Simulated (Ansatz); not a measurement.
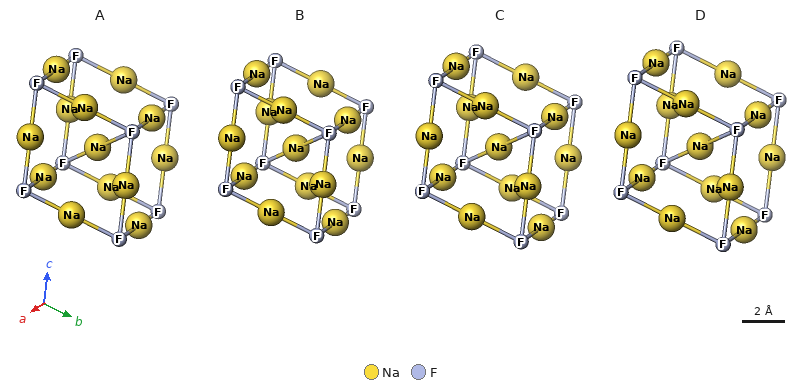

4 geometries from one relaxation of crystalline Na4F (a generated structure, set up in Im-3m) (coarse preliminary run), in shuffled order. Style: ball-and-stick. Shown: the cell of the calculation, slightly off an axis.

Computed with DFT PBE, scalar-relativistic, plane waves, PAW in Ansatz. Settings: plane-wave cutoff 420 eV; k-point mesh 4 × 4 × 4; occupations gaussian; smearing width 0.1 eV; no spin polarisation; cell and atoms relaxed; force threshold 0.04 eV/Å; at most 70 steps.

**Put them in the order of the run, from the start to the converged end.**

B, A, C, D. They are steps 0, 1, 2, 6, at +140 meV per atom, +48.0 meV per atom, +27.4 meV per atom relative to the last. The energy falls by 140 meV per atom in 4 accepted moves (6 points after the start). All forces vanish by symmetry, so only the cell relaxes. The pressure goes from 8.11 to −0.10 GPa. At 2 points the geometry stayed and the basis and grid were re-selected for the new cell (energy shift of 17.6 meV per atom at most each time). No atom moves by more than 0.005 Å relative to the cell. Cell: a = b = c 4.916 → 5.515 Å (+12.2 %). Volume +41.2 %. Among the contacts that change: Na–Na 2.839 → 3.184 Å, F–Na 2.458 → 2.758 Å. The space group stays Im-3m (No. 229). The run took 12 s on 1 thread of Arm Neoverse V1, with other jobs on the host, peak memory 0.33 GiB.
